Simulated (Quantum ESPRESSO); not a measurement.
# MgO (Periclase): phonons by linear response, part 2 of 3

Wanted: phonon bands, density of states and zone-centre response of MgO (Periclase).

Quantum ESPRESSO 7.5; DFT LDA, scalar-relativistic, plane waves, PseudoDojo norm-conserving pseudopotentials.

So far. Step 2 (A first look): A gap of 4.7 eV opens on this mesh, so the crystal is taken as an insulator; the start stands at -6.5 GPa. Step 4 (Ground state): The cell stands at -0.064 GPa, close enough for phonons. The relaxed cell has a = 4.160 Å (conventional setting).

The database entry behind the starting cell differs from later determinations by our own check (about 0.1 % long), so it need not match the best structure at ambient conditions.

### Step 5. Linear response on the mesh

Linear response treats each wavevector in the unit cell, with no supercell; the 4×4×4 mesh fixes the range of the force constants to be had.

The input, ph.in:

```
phonons
 &inputph
    prefix='x',
    outdir='./tmp',
    fildyn='x.dyn',
    tr2_ph=1.0d-18,
    epsil=.true.,
    ldisp=.true.,
    nq1=4,
    nq2=4,
    nq3=4,
 /
```

Launch:

```
> OMP_NUM_THREADS=1 mpirun -n 4 ph.x -nk 4 -in ph.in > ph.out
```

Numbers of over 12 decimals in the logs are rounded to 6 here.

Log:

```text
[banners, grids, parts of the stress and lines that vanish by symmetry left out]
[banner, memory and clock lines left out]
Program PHONON v.7.5

[...]
Exchange-correlation= PW
                           (   1   4   0   0   0   0   0)
[...]
(   8 q-points):
[...]
kinetic-energy cut-off    =      84.0000  Ry
     charge density cut-off    =     336.0000  Ry
     convergence threshold     =      1.0E-18
[...]
Exchange-correlation= PW
                           (   1   4   0   0   0   0   0)
[...]
q = (   0.0000000   0.0000000   0.0000000 )
     49 Sym.Ops. (with q -> -q+G )
     G cutoff =  526.0558  (  12627 G-vectors)     FFT grid: ( 36, 36, 36)
     number of k points=    72
[...]
Mode symmetry, O_h (m-3m)  point group:
[...]
Dielectric constant
[...]
End of electric fields calculation
          Dielectric constant in cartesian axis
          (       3.171331095       0.000000000      -0.000000000 )
          (      -0.000000000       3.171331095       0.000000000 )
          (      -0.000000000       0.000000000       3.171331095 )
          Effective charges (d Force / dE) in cartesian axis without acoustic sum rule applied (asr)
           atom    1  Mg    Mean Z*:        1.97186
      Ex  (        1.97186       -0.00000       -0.00000 )
      Ey  (       -0.00000        1.97186        0.00000 )
      Ez  (       -0.00000        0.00000        1.97186 )
           atom    2  O     Mean Z*:       -1.97159
      Ex  (       -1.97159        0.00000        0.00000 )
      Ey  (        0.00000       -1.97159       -0.00000 )
      Ez  (        0.00000       -0.00000       -1.97159 )
          Effective charges Sum: Mean:        0.00027
[...]
Effective charges (d Force / dE) in cartesian axis with asr applied:
           atom    1  Mg    Mean Z*:        1.97173
[...]
atom    2  O     Mean Z*:       -1.97173
[...]
Representation #   1 modes #   1   2   3
[...]
End of self-consistent calculation
     Convergence has been achieved
     Representation #   2 modes #   4   5   6
[...]
End of self-consistent calculation
     Convergence has been achieved
[...]
Dielectric constant in cartesian axis
          (       3.171331095       0.000000000      -0.000000000 )
          (      -0.000000000       3.171331095       0.000000000 )
          (      -0.000000000       0.000000000       3.171331095 )
          Effective charges (d Force / dE) in cartesian axis without acoustic sum rule applied (asr)
           atom    1  Mg    Mean Z*:        1.97186
      Ex  (        1.97186       -0.00000       -0.00000 )
      Ey  (       -0.00000        1.97186        0.00000 )
      Ez  (       -0.00000        0.00000        1.97186 )
           atom    2  O     Mean Z*:       -1.97159
      Ex  (       -1.97159        0.00000        0.00000 )
      Ey  (        0.00000       -1.97159       -0.00000 )
      Ez  (        0.00000       -0.00000       -1.97159 )
          Effective charges Sum: Mean:        0.00027
[...]
Effective charges (d Force / dE) in cartesian axis with asr applied:
           atom    1  Mg    Mean Z*:        1.97173
[...]
atom    2  O     Mean Z*:       -1.97173
[...]
Effective charges (d P / du) in cartesian axis
[...]
q = (    0.000000000   0.000000000   0.000000000 )
[...]
freq (    1) =       0.084185 [THz] =       2.808104 [cm-1]
     freq (    2) =       0.084185 [THz] =       2.808104 [cm-1]
     freq (    3) =       0.084185 [THz] =       2.808104 [cm-1]
     freq (    4) =      12.266595 [THz] =     409.169564 [cm-1]
     freq (    5) =      12.266595 [THz] =     409.169564 [cm-1]
     freq (    6) =      12.266595 [THz] =     409.169564 [cm-1]
[...]
Mode symmetry, O_h (m-3m)  point group:
     freq (   1-   3) =          2.8  [cm-1]   --> T_1u G_15  G_4- I
     freq (   4-   6) =        409.2  [cm-1]   --> T_1u G_15  G_4- I
[...]
Mode symmetry, C_3v (3m)   point group:
[...]
Representation #   1 mode #   1
[...]
End of self-consistent calculation
     Convergence has been achieved
     Representation #   2 mode #   2
[...]
End of self-consistent calculation
     Convergence has been achieved
     Representation #   3 modes #   3   4
[...]
Convergence has been achieved
     Representation #   4 modes #   5   6
[...]
Convergence has been achieved
[...]
q = (   -0.250000000   0.250000000  -0.250000000 )
[...]
freq (    1) =       5.628065 [THz] =     187.732026 [cm-1]
     freq (    2) =       5.628065 [THz] =     187.732026 [cm-1]
     freq (    3) =       9.886528 [THz] =     329.779071 [cm-1]
     freq (    4) =      11.952905 [THz] =     398.705994 [cm-1]
     freq (    5) =      11.952905 [THz] =     398.705994 [cm-1]
     freq (    6) =      20.470411 [THz] =     682.819426 [cm-1]
[...]
Mode symmetry, C_3v (3m)   point group:
     freq (   1-   2) =        187.7  [cm-1]   --> E    L_3
     freq (   3-   3) =        329.8  [cm-1]   --> A_1  L_1
     freq (   4-   5) =        398.7  [cm-1]   --> E    L_3
     freq (   6-   6) =        682.8  [cm-1]   --> A_1  L_1
[...]
Mode symmetry, D_3d (-3m)  point group:
[...]
Representation #   1 mode #   1
[...]
Convergence has been achieved
     Representation #   2 modes #   2   3
[...]
Convergence has been achieved
     Representation #   3 mode #   4
[...]
Convergence has been achieved
     Representation #   4 modes #   5   6
[...]
Convergence has been achieved
[...]
q = (    0.500000000  -0.500000000   0.500000000 )
[...]
freq (    1) =       8.536807 [THz] =     284.757226 [cm-1]
     freq (    2) =       8.536807 [THz] =     284.757226 [cm-1]
[...]
Mode symmetry, D_3d (-3m)  point group:
     freq (   1-   2) =        284.8  [cm-1]   --> E_u  L_3'
     freq (   3-   4) =        370.7  [cm-1]   --> E_g  L_3
     freq (   5-   5) =        551.7  [cm-1]   --> A_2u L_2'
     freq (   6-   6) =        576.3  [cm-1]   --> A_1g L_1
[...]
Mode symmetry, C_4v (4mm)  point group:
[...]
Convergence has been achieved
[...]
Convergence has been achieved
[...]
Convergence has been achieved
[...]
Convergence has been achieved
[...]
q = (    0.000000000   0.500000000   0.000000000 )
[...]
Mode symmetry, C_4v (4mm)  point group:
     freq (   1-   2) =        218.8  [cm-1]   --> E    G_5 D_5
     freq (   3-   3) =        335.4  [cm-1]   --> A_1  G_1 D_1
     freq (   4-   5) =        433.0  [cm-1]   --> E    G_5 D_5
     freq (   6-   6) =        626.5  [cm-1]   --> A_1  G_1 D_1
[...]
Mode symmetry, C_s (m)     point group:
[...]
q = (    0.750000000  -0.250000000   0.750000000 )
[...]
Mode symmetry, C_s (m)     point group:
     freq (   1-   1) =        285.2  [cm-1]   --> A''
     freq (   2-   2) =        336.2  [cm-1]   --> A'
     freq (   3-   3) =        421.0  [cm-1]   --> A''
     freq (   4-   4) =        447.1  [cm-1]   --> A'
     freq (   5-   5) =        455.0  [cm-1]   --> A'
     freq (   6-   6) =        561.8  [cm-1]   --> A'
[...]
Mode symmetry, C_2v (mm2)  point group:
[...]
q = (    0.500000000   0.000000000   0.500000000 )
[...]
Mode symmetry, C_2v (mm2)  point group:
     freq (   1-   1) =        275.3  [cm-1]   --> B_1  D_3  S_3
     freq (   2-   2) =        324.3  [cm-1]   --> B_2  D_4  S_4
     freq (   3-   3) =        379.9  [cm-1]   --> B_1  D_3  S_3
     freq (   4-   4) =        419.8  [cm-1]   --> A_1  D_1  S_1
     freq (   5-   5) =        469.2  [cm-1]   --> B_2  D_4  S_4
     freq (   6-   6) =        593.2  [cm-1]   --> A_1  D_1  S_1
[...]
Mode symmetry, D_4h(4/mmm) point group:
[...]
Convergence has been achieved
[...]
Convergence has been achieved
[...]
Convergence has been achieved
[...]
Convergence has been achieved
[...]
q = (    0.000000000  -1.000000000   0.000000000 )
[...]
freq (    5) =      13.726795 [THz] =     457.876589 [cm-1]
     freq (    6) =      16.607312 [THz] =     553.960306 [cm-1]
[...]
Mode symmetry, D_4h(4/mmm) point group:
     freq (   1-   2) =        292.6  [cm-1]   --> E_u  X_5' M_5'
     freq (   3-   3) =        433.5  [cm-1]   --> A_2u X_4' M_4'
     freq (   4-   5) =        457.9  [cm-1]   --> E_u  X_5' M_5'
     freq (   6-   6) =        554.0  [cm-1]   --> A_2u X_4' M_4'
[...]
Mode symmetry, D_2d (-42m) point group:
[...]
Representation #   1 mode #   1
[...]
Convergence has been achieved
     Representation #   2 mode #   2
[...]
Convergence has been achieved
     Representation #   3 modes #   3   4
[...]
End of self-consistent calculation
     Convergence has been achieved
     Representation #   4 modes #   5   6
[...]
End of self-consistent calculation
     Convergence has been achieved
[...]
q = (   -0.500000000  -1.000000000   0.000000000 )
[...]
freq (    1) =      10.593885 [THz] =     353.373954 [cm-1]
     freq (    2) =      11.472027 [THz] =     382.665629 [cm-1]
     freq (    3) =      11.472027 [THz] =     382.665629 [cm-1]
     freq (    4) =      13.475595 [THz] =     449.497465 [cm-1]
     freq (    5) =      15.195243 [THz] =     506.858747 [cm-1]
     freq (    6) =      15.195243 [THz] =     506.858747 [cm-1]
[...]
Mode symmetry, D_2d (-42m) point group:
     freq (   1-   1) =        353.4  [cm-1]   --> B_2  X_3  W_2
     freq (   2-   3) =        382.7  [cm-1]   --> E    X_5  W_3
     freq (   4-   4) =        449.5  [cm-1]   --> A_1  X_1  W_1
     freq (   5-   6) =        506.9  [cm-1]   --> E    X_5  W_3
```

Wall time 61 min (4 MPI ranks of Arm Neoverse V1, shared host).

This step gave:

```yaml
miss_of_the_charge_sum_rule: 2.70e-4 e
largest_acoustic_frequency_at_the_zone_centre_before_the_sum_rule: 2.81 cm⁻¹
highest_optical_zone_centre_mode_no_lo_to_term: 409.2 cm⁻¹
lowest_optical_zone_centre_mode: 409.2 cm⁻¹
mean_high_frequency_dielectric_constant: 3.171
largest_born_charge_in_size_third_of_the_trace: 1.972 e
lowest_mode_on_the_q_mesh_acoustic_ones_at_the_zone_centre_apart: 187.7 cm⁻¹
```

Frequencies (cm⁻¹) at each irreducible wavevector; negative means imaginary. Frequencies by wavevector:

```csv
q (fractions),star,mode 1,mode 2,mode 3,mode 4,mode 5,mode 6
0 0 0,1,2.81,2.81,2.81,409.2,409.2,409.2
0 0 0.25,8,187.7,187.7,329.8,398.7,398.7,682.8
0 0 -0.5,4,284.8,284.8,370.7,370.7,551.7,576.2
0 0.25 0.25,6,218.8,218.8,335.4,433,433,626.5
0 0.25 -0.5,24,285.2,336.2,421,447.1,455,561.8
0 0.25 -0.25,12,275.3,324.3,379.9,419.8,469.2,593.2
0 -0.5 -0.5,3,292.6,292.6,433.5,457.9,457.9,554
0.25 -0.5 -0.25,6,353.4,382.7,382.7,449.5,506.9,506.9
```

Born charge (rows field, columns displacement), before the sum rule (e), principal values of the symmetric part by kind of site:

```csv
atom,atoms with these values,low,middle,high,mean
Mg1,1,1.97,1.97,1.97,1.97
O2,1,-1.97,-1.97,-1.97,-1.97
```

In full for O2:

```
-1.97  0.00  0.00
 0.00 -1.97  0.00
 0.00  0.00 -1.97
```

High-frequency dielectric tensor:

```
3.17 0.00 0.00
0.00 3.17 0.00
0.00 0.00 3.17
```

The acoustic modes at Γ come out as far as 2.8 cm⁻¹ from zero, where they should vanish, a small numerical error; the Born charges miss their sum rule by 2.7e-4 e, which is good.

### Step 6. Fourier transform to real space

The dynamical matrices of the mesh are Fourier-transformed to force constants in real space, after the long-range dipole part is taken out.

The input, q2r.in:

```
 &input
    fildyn='x.dyn',
    zasr='simple',
    flfrc='x.fc',
 /
```

Launch:

```
> q2r.x < q2r.in > q2r.out
```

Log:

```text
[banners, grids, parts of the stress and lines that vanish by symmetry left out]
[banner, memory and clock lines left out]
Program Q2R v.7.5

  reading grid info from file x.dyn0

  reading force constants from file x.dyn1
 macroscopic fields = T
   3.17133  -0.00000  -0.00000
   0.00000   3.17133   0.00000
[...]
na=            1
[...]
na=            2
[...]
0.00000  -1.97159  -0.00000
   0.00000  -0.00000  -1.97159
  alpha Ewald:    1.565642
  nqs=            1
 q=   0.00000000  0.00000000  0.00000000
  reading force constants from file x.dyn2
  alpha Ewald:    1.565642
  nqs=            8
 q=  -0.25000000  0.25000000 -0.25000000
[...]
reading force constants from file x.dyn7
  alpha Ewald:    1.565642
  nqs=            3
[...]
reading force constants from file x.dyn8
  alpha Ewald:    1.565642
  nqs=            6
[...]
q=  -1.00000000 -0.50000000  0.00000000
 q=   0.00000000 -0.50000000 -1.00000000

      q-space grid ok, #points =   64

      fft-check success (sum of imaginary terms < 10^-12)
```

Run time: 0.48 s. Hardware: 1 thread.

### Step 7. Dispersion

From the force constants any wavevector is cheap; points of the mesh come back as solved, but for the sum rule and, in polar crystals, the LO-TO term at Γ; the rest is interpolation.

The input, matdyn.in:

```
 &input
    asr='simple',
    flfrc='x.fc',
    flfrq='x.freq',
    flvec='x.modes',
    q_in_band_form=.true.,
    q_in_cryst_coord=.true.,
 /
8
  0.0000000   0.0000000   0.0000000  12  ! GAMMA
  0.0000000   0.5000000   0.5000000  12  ! X
  0.0000000   0.6250000   0.3750000   1  ! U
 -0.3750000   0.3750000   0.0000000  12  ! K
  0.0000000   0.0000000   0.0000000  12  ! GAMMA
  0.0000000   0.5000000   0.0000000  12  ! L
 -0.2500000   0.5000000   0.2500000  12  ! W
  0.0000000   0.5000000   0.5000000   1  ! X
```

Launch:

```
> matdyn.x -in matdyn.in > matdyn.out
```

Log:

```text
[banner, memory and clock lines left out]
Program MATDYN v.7.5

 mass for atomic type   1 not given; uses mass from file x.fc
 mass for atomic type   2 not given; uses mass from file x.fc
```

Run time: 0.49 s. Hardware: 1 thread.

Read from the output:

```yaml
lowest_frequency_on_the_path: 0 cm⁻¹
```

Matdyn.x, sum rule simple. The phonon branches at the labelled points (cm⁻¹):

```csv
point,branch 1,branch 2,branch 3,branch 4,branch 5,branch 6
Γ,0,0,0,409,409,717
X,293,293,434,458,458,554
U,300,392,408,426,498,529
jump to K,300,392,408,426,498,529
Γ,0,0,0,409,409,717
L,285,285,371,371,552,576
W,353,383,383,450,507,507
X,293,293,434,458,458,554
```

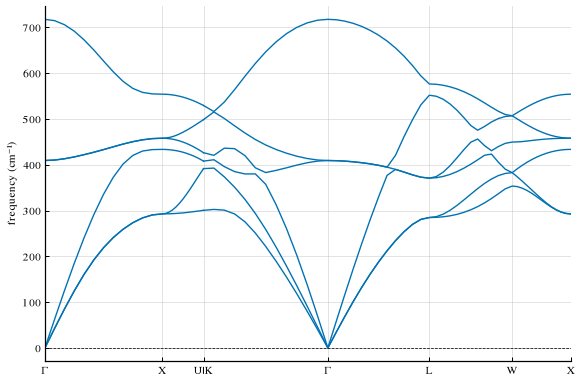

Phonon branches along the path.

All branches are real along the path.

### Step 8. Density of states

Sums over the zone need many more wavevectors than were solved, so the interpolation is sampled on a dense mesh.

The input, matdyn.in:

```
 &input
    asr='simple',
    flfrc='x.fc',
    dos=.true.,
    fldos='x.dos',
    nk1=19,
    nk2=19,
    nk3=19,
    deltaE=1.0,
 /
```

Launch:

```
> matdyn.x -in matdyn.in > matdyn.out
```

Log:

```text
[banner, memory and clock lines left out]
Program MATDYN v.7.5

 mass for atomic type   1 not given; uses mass from file x.fc
 mass for atomic type   2 not given; uses mass from file x.fc
```

Run time: 12 s. Hardware: 1 thread.

Read from the output:

- share of modes beyond 3i cm⁻¹ on the dense interpolated mesh: 0
- zero-point energy per atom: 75.19 meV
- heat capacity at 300 K: 18.27 J/(mol atoms K)
- vibrational entropy at 300 K: 13.32 J/(mol atoms K)

The phonon density of states has structure finer than the step of the table below, so its rows give means over 25 cm⁻¹, whole bins alone (the curve runs from 0 to 716 cm⁻¹). Peaks (cm⁻¹: height): total 300.0: 0.0259, 420.0: 0.0378, 440.0: 0.0353, 552.0: 0.0125; Mg 300.0: 0.0233, 424.0: 0.0188; O 416.0: 0.0211, 440.0: 0.0210, 552.0: 0.0120.

Tetrahedra. Table of phonon density of states by wavenumber; means over each step; values in 1/cm⁻¹/cell:

```csv
wavenumber (cm⁻¹),total,Mg,O
25,1.6e-5,9.2e-6,6.2e-6
50,1.2e-4,6.9e-5,4.5e-5
75,3.2e-4,2.0e-4,1.2e-4
100,6.2e-4,3.8e-4,2.3e-4
125,0.00105,6.6e-4,3.9e-4
150,0.00163,0.00105,5.8e-4
175,0.00245,0.00163,8.2e-4
200,0.00362,0.00251,0.00111
225,0.00535,0.00391,0.00145
250,0.00816,0.00636,0.00180
275,0.0146,0.0125,0.00216
300,0.0224,0.0201,0.00230
325,0.0124,0.0112,0.00127
350,0.00886,0.00784,0.00102
375,0.0133,0.00619,0.00708
400,0.0254,0.00734,0.0180
425,0.0341,0.0160,0.0181
450,0.0240,0.00827,0.0157
475,0.0134,0.00341,0.0100
500,0.00699,0.00204,0.00496
525,0.00588,9.3e-4,0.00495
550,0.0107,6.0e-4,0.0101
575,0.00776,0.00121,0.00655
600,0.00533,0.00144,0.00389
625,0.00413,0.00138,0.00275
650,0.00328,0.00121,0.00207
675,0.00248,9.6e-4,0.00152
700,0.00145,5.7e-4,8.8e-4
```

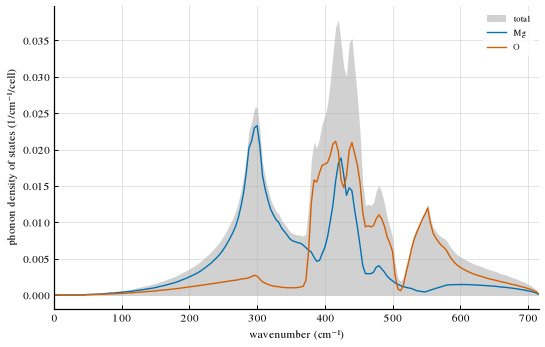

Phonon density of states against wavenumber.

Harmonic thermodynamic functions per atom, summed over the density of states scaled to three modes an atom; melting is ignored. Thermodynamic functions:

```csv
T (K),F_vib (meV/atom),S (J/mol-atom/K),C_V (J/mol-atom/K)
0,75.19,0,0
50,75.18,0.106,0.395
100,74.9,1.225,3.809
200,70.92,6.9,13.13
300,60.4,13.32,18.27
400,43.59,18.97,20.81
500,21.38,23.77,22.17
600,-5.45,27.89,22.96
700,-36.24,31.47,23.46
800,-70.53,34.62,23.8
900,-107.9,37.44,24.03
1000,-148,39.98,24.2
```

At 300 K the heat capacity has reached 73 % of the Dulong-Petit value.

### Step 9. Zone-centre analysis

A rigid shift of the crystal must cost nothing, but grids and finite bases break this; the acoustic sum rule is imposed before the matrix is diagonalised again. With Born charges the intensities follow, and the static dielectric tensor.

The input, dynmat.in:

```
 &input
    fildyn='x.dyn1',
    asr='simple',
    fileig='dynmat.eig',
    lperm=.true.,
 /
```

Launch:

```
> dynmat.x -in dynmat.in > dynmat.out
```

Log:

```text
[banner, memory and clock lines left out]
Program DYNMAT v.7.5

     Reading Dynamical Matrix from file x.dyn1
     ...Force constants read
     ...epsilon and Z* read
     A direction for q was not specified:TO-LO splitting will be absent

     Polarizability (A^3 units)
     multiply by 0.580121 for Clausius-Mossotti correction
         3.110556   -0.000000   -0.000000
         0.000000    3.110556    0.000000
        -0.000000    0.000000    3.110556

     IR activities are in (D/A)^2/amu units

# mode   [cm-1]    [THz]      IR
    1     -0.00   -0.0000    0.0000
    2     -0.00   -0.0000    0.0000
    3     -0.00   -0.0000    0.0000
    4    409.16   12.2664    9.2965
    5    409.16   12.2664    9.2965
    6    409.16   12.2664    9.2965

Electronic dielectric permittivity tensor (relative, adimensional)
         3.171331   -0.000000   -0.000000
         0.000000    3.171331    0.000000
        -0.000000    0.000000    3.171331

 ... with zone-center polar mode contributions
         9.750351    0.000000    0.000000
         0.000000    9.750351    0.000000
         0.000000    0.000000    9.750351
```

The job ended after 0.45 s (1 thread).

Read from the output:

```yaml
mean_static_dielectric_constant: 9.750
```

Unit eigenvectors of the mass-weighted matrix after the sum rule; no LO-TO term. The modes at Γ (shares of kinetic energy by element, %):

```csv
mode,frequency (cm⁻¹),symmetry,Mg %,O %
1,0.0,acoustic,60,40
2,0.0,acoustic,60,40
3,0.0,acoustic,60,40
4,409.2,T1u,40,60
5,409.2,T1u,40,60
6,409.2,T1u,40,60
```

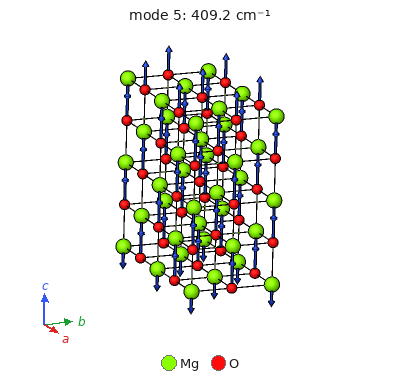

Displacement patterns of mode 5 at Γ; arrows are exaggerated. 2×1×2 conventional cells are drawn. Some periodic images of atoms are drawn too.

Degenerate modes summed, no LO-TO term. Lines of the infrared spectrum (strongest = 100):

```csv
position (cm⁻¹),lines merged,label,"IR intensity, relative"
409,3,T1u,100
```

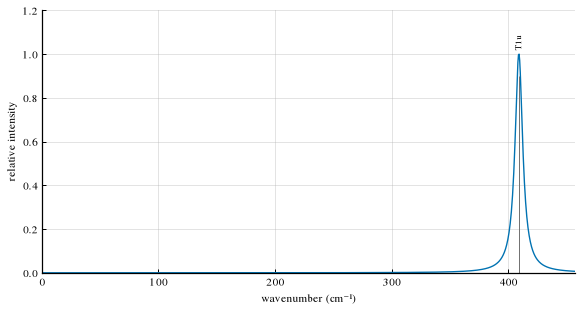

The infrared spectrum, broadened with Lorentzians of width 8 cm⁻¹; bars mark the lines.

Static dielectric tensor (ions relaxed, fixed cell):

```
9.75 0.00 0.00
0.00 9.75 0.00
0.00 0.00 9.75
```

The rule moves no optical mode by more than 0.1 cm⁻¹.

### Step 10. Sum rules set otherwise (asr no)

Without the rule the raw error of the acoustic modes shows.

The input, dynmat.in:

```
 &input
    fildyn='x.dyn1',
    asr='no',
    fileig='dynmat.eig',
    lperm=.true.,
 /
```

Launch:

```
> dynmat.x -in dynmat.in > dynmat.out
```

Log:

```text
[banner, memory and clock lines left out]
Program DYNMAT v.7.5

     Reading Dynamical Matrix from file x.dyn1
     ...Force constants read
     ...epsilon and Z* read
     A direction for q was not specified:TO-LO splitting will be absent

     Polarizability (A^3 units)
     multiply by 0.580121 for Clausius-Mossotti correction
         3.110556   -0.000000   -0.000000
         0.000000    3.110556    0.000000
        -0.000000    0.000000    3.110556

     IR activities are in (D/A)^2/amu units

# mode   [cm-1]    [THz]      IR
    1      2.81    0.0842    0.0000
    2      2.81    0.0842    0.0000
    3      2.81    0.0842    0.0000
    4    409.17   12.2666    9.2963
    5    409.17   12.2666    9.2963
    6    409.17   12.2666    9.2963

Electronic dielectric permittivity tensor (relative, adimensional)
         3.171331   -0.000000   -0.000000
         0.000000    3.171331    0.000000
        -0.000000    0.000000    3.171331

 ... with zone-center polar mode contributions
         9.749938    0.000000    0.000000
         0.000000    9.749938    0.000000
         0.000000    0.000000    9.749938
```

Elapsed: 0.45 s, on 1 thread.

Zone-centre frequencies as printed; negative means imaginary. Modes:

```csv
mode,frequency (cm⁻¹)
1,2.81
2,2.81
3,2.81
4,409.2
5,409.2
6,409.2
```

Against the first rule no mode moves by more than 2.9 cm⁻¹.

(Part 2 of 3 ends here.)

[Host names and launcher messages were left out of these logs when they were recorded.]

[Logs are printed without paths, hosts, clocks, repeated set-up lines and the standing remarks that a program may print on its own settings, such as how far it seeks lower states.]

[Hosts, paths, dates, database ids (printed as entryN), source tags and the programs' standing remarks are cut or masked in the printed files.]
